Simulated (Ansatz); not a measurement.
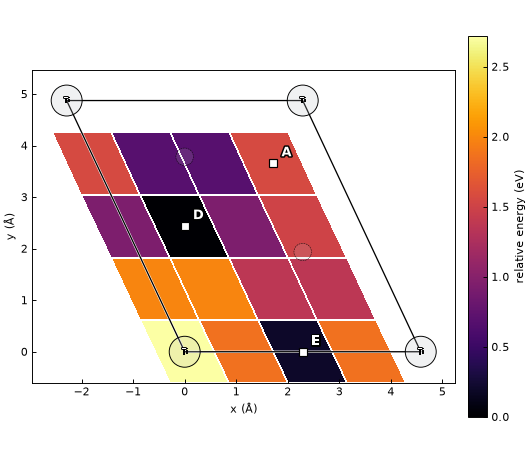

Si on a Ti(101) slab cut from the P6/mmm phase, its upper half relaxed before the scan (9 atoms of substrate and one adsorbate in a 1 × 1 cell). 
- Si is moved over the surface cell; relaxed at each place: the height of the adsorbate's atoms; substrate rigid; the origin of the map has the adsorbate above Ti9.
- Places are given modulo a cell vector. The map is drawn in real space over the plane of the surface.
- The scan uses a 4 × 4 grid.
- Energies: eV, counted from the lowest grid point.
- With one adsorbate in each 1 × 1 cell, its nearest image is 4.6 Å away, so neighbouring adsorbates interact.
- These are results of Ansatz 0.2.0, DFT PBE, scalar-relativistic, plane waves, PAW, not measurements. Settings: cutoff 420 eV, k-mesh 7×6×1, gaussian smearing 0.1 eV, no spin polarisation.

The picture shows one coloured cell a grid point, labelled circles for the atoms of the top layer and small ones for the second layer, the outline of one cell of the plane, lettered points.

Q: Rank the lettered points by energy, lowest first.

A: D (0.00 eV), E (0.19 eV), A (1.57 eV).

PAW datasets: the set soft_1.
